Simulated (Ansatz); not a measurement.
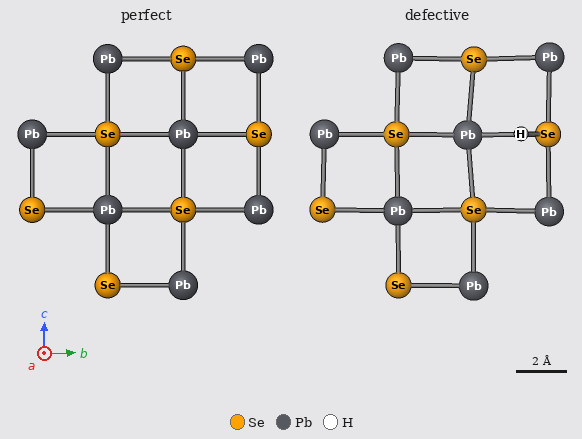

Left: perfect PbSe. Right: the same region with a pair of point defects, after relaxing the atoms in a supercell of 64 sites. A ball-and-stick model of the atoms within 6.0 Å of one point, in a slice 3.4 Å thick across the line of sight, seen along the a axis.

Method: DFT, PBEsol, PAW, plane waves (Ansatz). Settings: plane-wave cutoff 420 eV; k-point mesh 1 × 1 × 1; mesh shifted by (0.25, 0.25, 0.25); no spin polarisation. Fermi-Dirac smearing of 0.01 eV. A uniform background neutralises the charged cell. The axes drawn are those of the host's conventional cell.

> What kind of defect was made?

A lead atom is replaced by hydrogen and an extra lead atom is put between the host's atoms (an interstitial), the two sites 2.6 Å apart.

The charge state of the cell is +1.

> What does the relaxation do around it?

In the host the Pb atom has 6 Se at 3.05 Å; the H atom ends with 1 Se at 1.54 Å. The Pb atom starts with 4 Se at 2.64 Å, 4 Pb at 2.64 Å around its place and ends with 1 H at 2.55 Å, 3 Se at 2.89 to 3.03 Å. Of the host's atoms, a lead atom moves furthest from its site, by 0.33 Å. The H atom itself moves 2.22 Å from where it was put. The Pb atom itself moves 2.36 Å from where it was put.

Limits of the set-up: the cell is charged, on a uniform background, and energies carry no finite-size correction.
